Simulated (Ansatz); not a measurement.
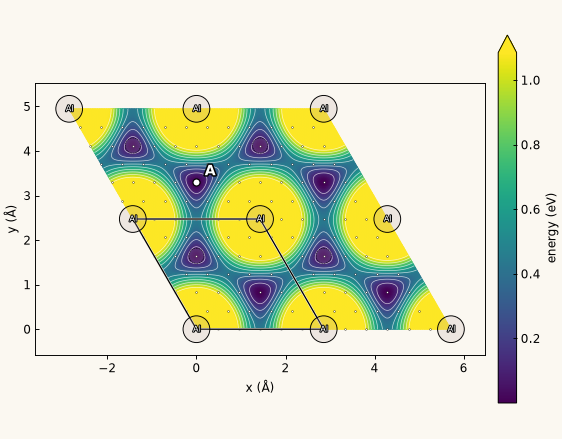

Pt on an Al(111) slab cut from the Fm-3m phase, its upper half relaxed before the scan (12 atoms of substrate and one adsorbate in a 2 × 2 cell). 
- Pt is moved over the surface cell; relaxed at each place: the height of the adsorbate's atoms; substrate rigid; the origin of the map has the adsorbate above Al9.
- Places are given modulo a cell vector. The map is drawn in real space over the plane of the surface.
- The grid has 6 × 6 points; 10 points were computed and 26 follow by symmetry.
- Places are given in fractions of the 1 × 1 surface cell.
- Energies: eV, counted from the lowest grid point.
- All numbers below come from Ansatz, DFT PBE, scalar-relativistic, plane waves, PAW. Settings: cutoff 420 eV, k-mesh 6×6×1, gaussian smearing 0.1 eV, no spin polarisation.

The picture shows a smooth colour map with a few white contour lines, dots at the grid points, labelled circles for the atoms of the top layer and small ones for the second layer, the outline of one cell of the 2 × 2 shown, one colour for all values above the top of the scale, the point A. Between grid points the surface is interpolated.

**Find the lowest pass out of the well at A.**

The easiest path leads from the well at a threefold hollow over a third-layer Al atom, (4/6, 2/6) of the cell vectors to the well at a threefold hollow over a second-layer Al atom, (2/6, 4/6) of the cell vectors, about 0.038 eV higher. Its highest point lies about 0.43 eV above the bottom of the first well on the interpolated surface, at a bridge site between two Al atoms, (3/6, 0/6) of the cell vectors. This is the barrier on the constrained surface; relaxing the other coordinates would change it.

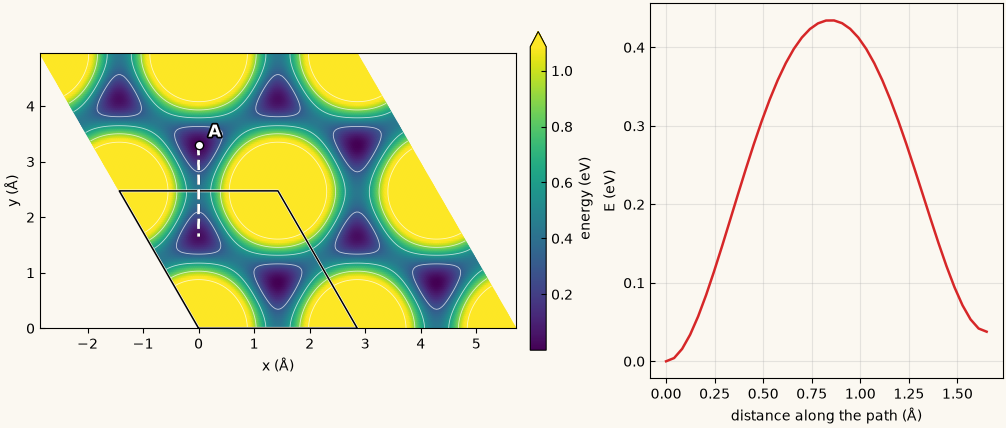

In the figure: a smooth colour map with a few white contour lines, a line along the lowest path, the outline of one cell of the 2 × 2 shown, one colour for all values above the top of the scale, the energy along the path at the right. Between grid points the surface is interpolated.

PAW datasets: the set soft_1.
